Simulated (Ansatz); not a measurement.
## Geometry relaxation of W (part 2 of 2)

W (slab, 4 atoms in the cell); DFT r2SCAN, scalar-relativistic, plane waves, PAW, no spin polarisation (Ansatz 0.2.0); cutoff 500 eV, 10×10×1 k-mesh, Gaussian smearing of 0.1 eV. The structure derives from an entry of the Crystallography Open Database. The input holds or restrains some coordinates. Forces given for the steps count only the free coordinates. It belongs to a series of runs on one base structure; here: clean slab, lower half held.

Geometry of the input (Å; fractional positions):
```
2.8406  0.0000  0.0000
0.0000  2.8406  0.0000
0.0000  0.0000  23.0257
W  0.5000  0.5000  0.3692
W  0.0000  0.0000  0.4564
W  0.5000  0.5000  0.5436
W  0.0000  0.0000  0.6308
```

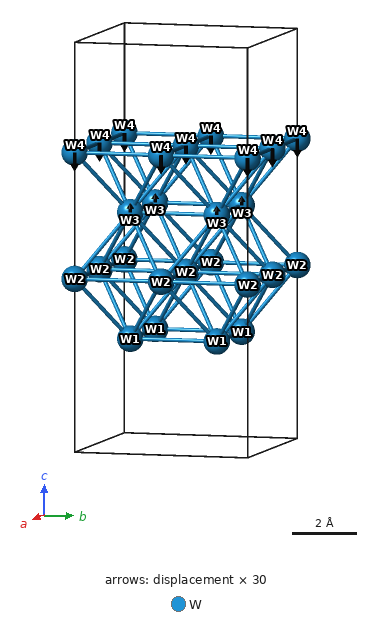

Figure 1. The starting structure with the displacements as black arrows, magnified 30 times (ball-and-stick view of the 2 × 2 repeat of the cell, with the vacuum cut short, seen slightly off an axis). The energy falls by 0.7 meV per atom in 2 geometry steps. The largest force component goes from 0.27 to 0.03 eV/Å. The line search rejected the trial step at point 1 (counted from 0) and went back. The atom that moves furthest is W4 (0.020 Å). The cell doesn't change. Among the contacts that change: W3–W4 2.841 → 2.819 Å, W2–W3 2.841 → 2.848 Å. (Atoms are counted from 1 in the order of the input.)

```
WARN: The output density's exchange-correlation potential varies sharply where the density is thin. Do not read a vacuum level from v_tot or v_xc, or from such a field of the output density. On a cell that repeats whose density bears no net charge and no dipole along the vacuum's axis use v_es (v_loc + v_h of the components); under efield.dipole_correction with no amplitude use v_es + v_field, which holds any external_charges[].barrier, or the levels of the report's work_function block, which leave it out; under a non-zero efield.amplitude the vacuum is tilted and has no level; on a cell that repeats and bears such a dipole with no correction it is tilted too, and efield.dipole_correction with no amplitude gives each side of its ramp a level where efield: is served; in a cell that repeats whose density bears a net charge (total_charge, or a fill off its count) it is curved and has none; of a slab under crystal.periodic whose density bears no net charge use v_es, which has a level on each side, short of where the two are joined; of another it falls or rises all the way out and has none; of a slab beside external_charges read slab_vacuum_level instead, which it has where they leave it neutral. The grid or the basis barely resolves most such structure, and the values can differ between equally converged runs; as a rule a tighter scf.convergence.dr2_threshold does not remove it. Where the density itself ripples (under the LDA too) a higher basis.ecutwfc lessens it. The files hold the spikes' plane waves up to the density's cutoff. Files: v_tot_of_output_density and the like, and their columns of v_z.tsv (output.write_potential); v_xc_of_output_density and the like, and their columns of v_comp_z.tsv (output.write_potential_components). Measured: with its Gaussian average of σ = 0.25 Å subtracted twice, the exchange-correlation potential is over 0.1 eV at 725 of the grid points where the equally averaged density (valence and model cores) is under 1e-3 e/Å³, and 0.316 eV at the most among them, at an averaged density of 6.5e-9 e/Å³. The input density's (outcome.potential() and, of a run that writes arrays, v_tot and v_xc) is over 0.1 eV, so measured, at 23 points of its own thin density, 0.282 eV at the most. See output.write_potential in the manual, Limitations
SCF converged after 2 iterations
Free energy (F): -41583.391228 eV
Harris-Foulkes:  -41583.391228 eV  (|F-HF|=3.67e-9)
Internal energy: -41583.365276 eV  (E = F + TS)
E sigma→0 (E₀):  -41583.378252 eV
Entropy (-TS):   -0.025953 eV (-6.488 meV/atom)
Fermi energy:    4.577642 eV
Dipole field:    D = 0.001770 V/Å  (p = 0.001817 e·Å, saw-weighted, corrected)
Work function:   Φ+ = 4.7054 eV   Φ− = 4.7461 eV
Levels:          The Fermi level and band energies are counted from a zero that moves with the ramp; work functions are not
--- Per-component energies (eV) ---
  E_band       = -1352.734690
  E_kinetic    = 1790.513644
  E_local      = -60854.923103  (includes V_loc(G=0)·N_el)
  E_nonlocal   = 9.594713
  E_hartree    = 29605.180988
  E_xc         = -988.081382
  E_vxc        = -1029.076575  (∫ρ·V_xc dr)
  E_paw        = -34372.915852  (= ΣΔE_a)
  E_vpaw       = -533.063519  (= ΣTr[D̂ρ^β])
  E_aug_tail   = -0.000194  (compensation charges beyond the density's cutoff)
  E_vtau       = 53.860244  (kinetic-family band-sum trace: ∫τ·v_τ [+ j·A + Jᵃ·Aᵃ] dr)
  E_efield     = 0.000002  (sawtooth field / dipole correction)
  E_vefield    = 0.000264  (∫n·V_field dr)
  E_ewald      = 23229.617704
  E_core_change = -2.351795  (= ΣΔE_core)
  E_smearing   = -0.025953  (= −TS)
  E_closure    = -0.000000  (closes the sum)
  Σ components = -41583.391228   (vs F -41583.391228, Δ=0.00e0)
--- Forces (eV/Å), atoms counted from 1 ---
  atom   1  W      0.00000000     0.00000000     0.15338223
  atom   2  W     -0.00000000     0.00000000    -0.14410879
  atom   3  W      0.00000000     0.00000000    -0.02995534
  atom   4  W     -0.00000000     0.00000000     0.02068473
  max |Σ_I F_I| component: 2.83e-6 eV/Å
--- Band table (eV; the first three rows and the last of 21) ---
  k-point 0: bands = ["-71.1650", "-71.1132", "-70.9169", "-70.8271", "-35.1444", "-34.9958", "-34.5533", "-34.4248", "-34.4248", "-34.3675", "-34.3675", "-34.1805", "-34.1805", "-34.1099", "-34.0028", "-34.0028", "-4.3215", "-2.6161", "-1.0135", "-0.9991", "-0.0312", "0.8304", "2.1603", "3.3869", "3.5981", "4.1622", "4.3404", "4.3404", "5.4485", "5.5235", "5.5235", "6.2759", "6.8966", "7.4448"]
  k-point 1: bands = ["-71.1604", "-71.1084", "-70.9120", "-70.8254", "-35.1220", "-34.9978", "-34.6182", "-34.4836", "-34.4124", "-34.3816", "-34.3582", "-34.2772", "-34.1770", "-34.0795", "-34.0609", "-34.0056", "-4.0297", "-2.3638", "-0.7675", "-0.7482", "0.1871", "1.0129", "2.2727", "3.3496", "3.6085", "3.8672", "4.4183", "4.4796", "5.0462", "5.4229", "5.5825", "5.8356", "6.8225", "6.9487"]
  k-point 2: bands = ["-71.1485", "-71.0960", "-70.8988", "-70.8213", "-35.0653", "-35.0157", "-34.7807", "-34.6462", "-34.4504", "-34.4261", "-34.3793", "-34.3325", "-34.1779", "-34.1677", "-34.0802", "-34.0150", "-3.2337", "-1.7588", "-0.3192", "-0.1966", "0.8589", "1.6750", "2.5789", "3.0582", "3.3864", "3.9261", "4.1387", "4.5958", "4.7312", "5.1063", "5.2360", "5.8039", "6.1666", "6.8289"]
  k-point 20: bands = ["-71.0763", "-71.0224", "-70.8174", "-70.7748", "-35.1204", "-35.1204", "-35.0075", "-35.0075", "-34.7494", "-34.7432", "-34.7432", "-34.7047", "-34.4918", "-34.4918", "-34.4055", "-34.3672", "-0.7092", "-0.7012", "0.1982", "0.1982", "0.5718", "0.5765", "1.6658", "1.6658", "4.0225", "4.0225", "6.4328", "6.4646", "7.2003", "7.2003", "8.6468", "8.6840", "8.9203", "8.9203"]
--- Relaxed structure (3 steps of the walk, 2 accepted, 0 SCFs on fresh bases) ---
  F+E_penalty+E_count = -41583.39122844 eV   max|allowed force component| = 2.996e-2 eV/Å
  atoms:
    - { symbol: W, position: [0.5, 0.5, 0.3691522648] }
    - { symbol: W, position: [0.0, 0.0, 0.45638408829999993] }
    - { symbol: W, position: [0.5, 0.5, 0.5440469037556989] }
    - { symbol: W, position: [-6.780116379649061e-35, 0.0, 0.6299593161198968] }
```

Trajectory as extended XYZ (Å, eV, eV/Å), 3 frames, from step=1 to step=3:
```
4
Lattice="2.8406 0.0000 0.0000 0.0000 2.8406 0.0000 0.0000 0.0000 23.0257" Properties=species:S:1:pos:R:3:forces:R:3 step=1 energy=-41583.38838
W     1.4203    1.4203    8.5000    0.0000   0.0000   0.1777
W     0.0000    0.0000   10.5086    0.0000   0.0000  -0.2712
W     1.4203    1.4203   12.5172    0.0000   0.0000   0.2712
W     0.0000    0.0000   14.5257    0.0000   0.0000  -0.1777
4
Lattice="2.8406 0.0000 0.0000 0.0000 2.8406 0.0000 0.0000 0.0000 23.0257" Properties=species:S:1:pos:R:3:forces:R:3 step=2 energy=-41583.37752 accepted=F
W     1.4203    1.4203    8.5000    0.0000   0.0000   0.0878
W     0.0000    0.0000   10.5086    0.0000   0.0000   0.1811
W     1.4203    1.4203   12.5592    0.0000   0.0000  -0.6272
W     0.0000    0.0000   14.4891    0.0000   0.0000   0.3587
4
Lattice="2.8406 0.0000 0.0000 0.0000 2.8406 0.0000 0.0000 0.0000 23.0257" Properties=species:S:1:pos:R:3:forces:R:3 step=3 energy=-41583.39123
W     1.4203    1.4203    8.5000    0.0000   0.0000   0.1534
W     0.0000    0.0000   10.5086    0.0000   0.0000  -0.1442
W     1.4203    1.4203   12.5271    0.0000   0.0000  -0.0300
W     0.0000    0.0000   14.5053    0.0000   0.0000   0.0207
```

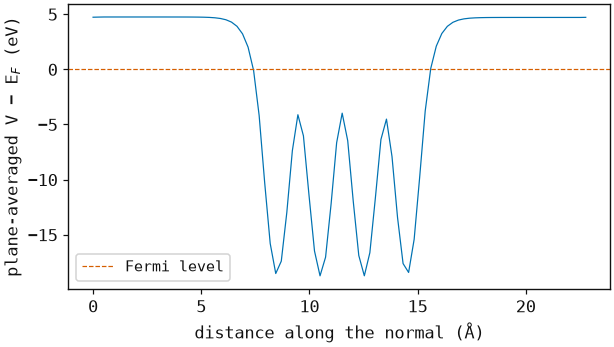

Figure 2. Plane average of the electrostatic potential energy of an electron across the cell, from the Fermi level. The vacuum level lies 4.71 eV above the Fermi level on the upper side and 4.75 eV on the lower.

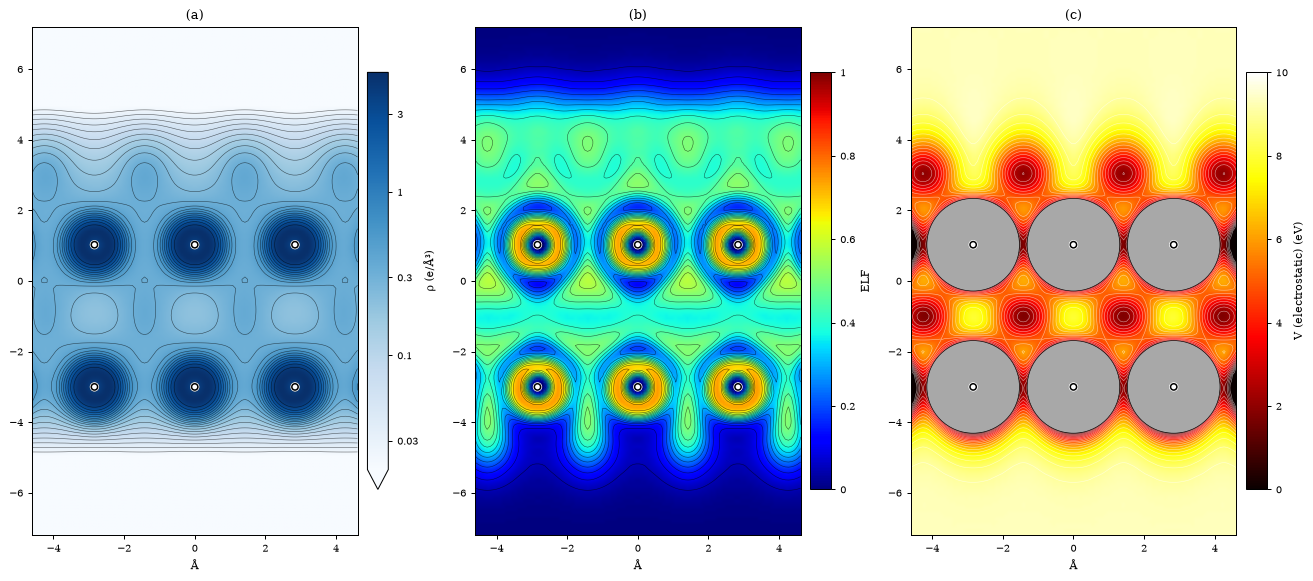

Figure 3. (a) valence pseudo-density; (b) electron localisation function; (c) electrostatic potential energy of an electron on the (010) plane of the calculation cell, a cut from vacuum to vacuum. Circles mark the nuclei in the plane (W). Grey discs, where drawn, cover atomic cores. The density dies away to nearly zero in the vacuum. The strong features right at W lie inside the PAW spheres (semicore, d or f shells) and say nothing about bonding. The fields are those of the smooth PAW valence density.

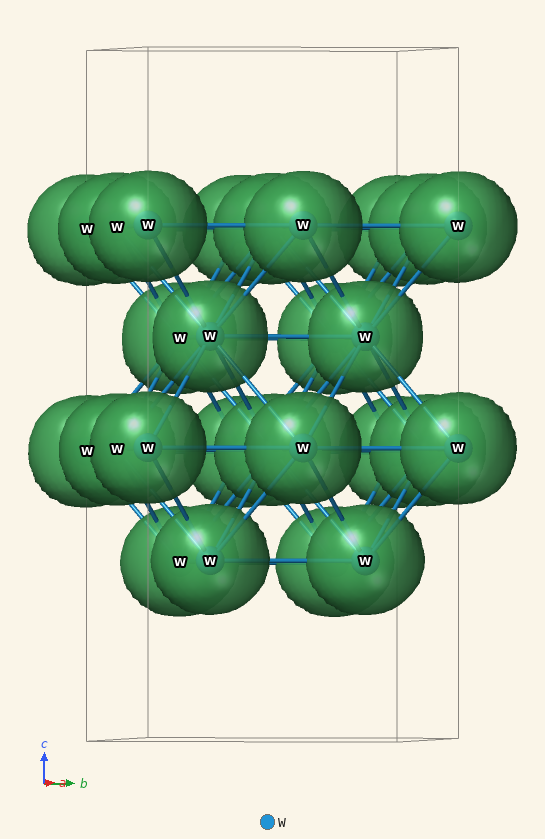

Figure 4. Isosurface of the valence pseudo-density at 0.6 e/Å³ (green), seen at an oblique angle. Sticks mark near contacts. At this value the density breaks into separate islands; it holds about 70 % of the electrons treated as valence (semicore included). It is pinched off along the W–W (2.82 Å) contacts. On the grid the lowest density along these lines, outside the cores, is 0.37 e/Å³ (W–W, 2.82 Å).

Summary:

```csv
quantity,value
outcome,converged under the restraints of the input
electrons treated,56
free energy,−41583.3912 eV
"work function, top face",4.71 eV
"work function, bottom face",4.75 eV
Fermi energy,4.578 eV
gap on the k-point mesh,none (metallic)
final volume,185.79 Å³
work function (upper face),4.71 eV
"largest force (length of the vector) at the end, held atoms and coordinates included",0.153 eV/Å
wall time,50 s (CPU time 99 s)
peak memory,0.86 GiB
```

Notes:

Warnings of the run: the exchange-correlation potential is rough where the density is thin. Spin–orbit coupling is left out, which matters for W.
